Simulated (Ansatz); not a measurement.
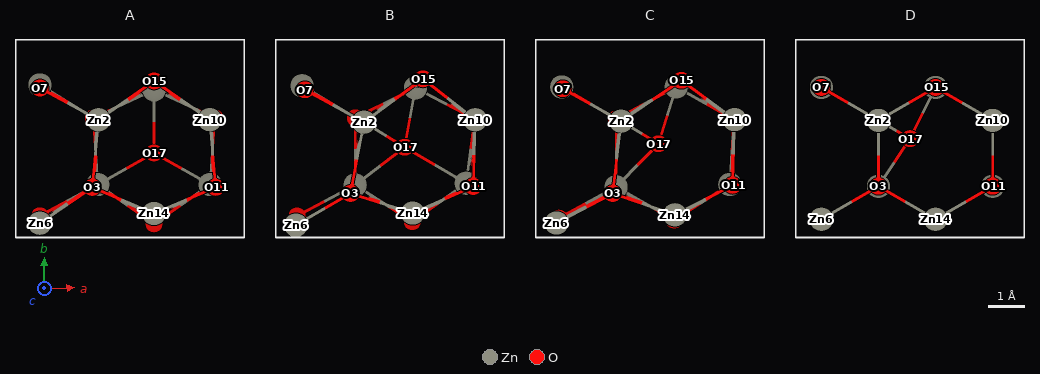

4 geometries from one relaxation of a defect cell of composition Zn8O9, in shuffled order. Style: ball-and-stick. Shown: the cell of the calculation (origin shifted), along the c axis.

It is an interstitial O in P6_3mc ZnO. The run prepares an end point of a later path (interstitial hop) calculation, from a guessed geometry.

Theory: DFT PBEsol, scalar-relativistic, plane waves, PAW (Ansatz 0.2.0). Settings: plane-wave cutoff 420 eV; k-point mesh 2 × 2 × 2; occupations fermi dirac; smearing width 0.05 eV; collinear spin; atoms relaxed in a fixed cell; force threshold 0.03 eV/Å; at most 60 steps.

Put them in the order of the run, from the start to the converged end.

Answer. D, C, B, A. They are steps 0, 2, 3, 6, at +2.328 eV per cell of the calculation, +0.195 eV per cell of the calculation, +0.101 eV per cell of the calculation relative to the last. The atom that moves furthest is an O atom (0.82 Å along [3 −2 −1]). By element the largest moves are O 0.82 Å, Zn 0.18 Å. The cell doesn't change. Some distances before and after: O–Zn 2.863 → 1.952 Å, O–Zn 1.896 → 2.517 Å, O–Zn 1.956 → 2.056 Å, O–Zn 1.956 → 2.034 Å. New bonds form, among them: O–Zn (2.86 → 1.95 Å). Bonds break, among them: O–Zn (1.90 → 2.52 Å). Bond angles that change, for instance: O–Zn–O 152.7° → 175.9°, O–Zn–O 152.7° → 174.8°, O–Zn–O 96.5° → 75.3°. Over 6 geometry steps the energy falls by 2.328 eV per cell of the calculation. The largest force component goes from 3.7 to 0.017 eV/Å.

Limits of the set-up: the k-point mesh is coarse for a cell with partly filled bands; the periodic images lie only 5.1 Å apart, so the values are limited by the cell's size.
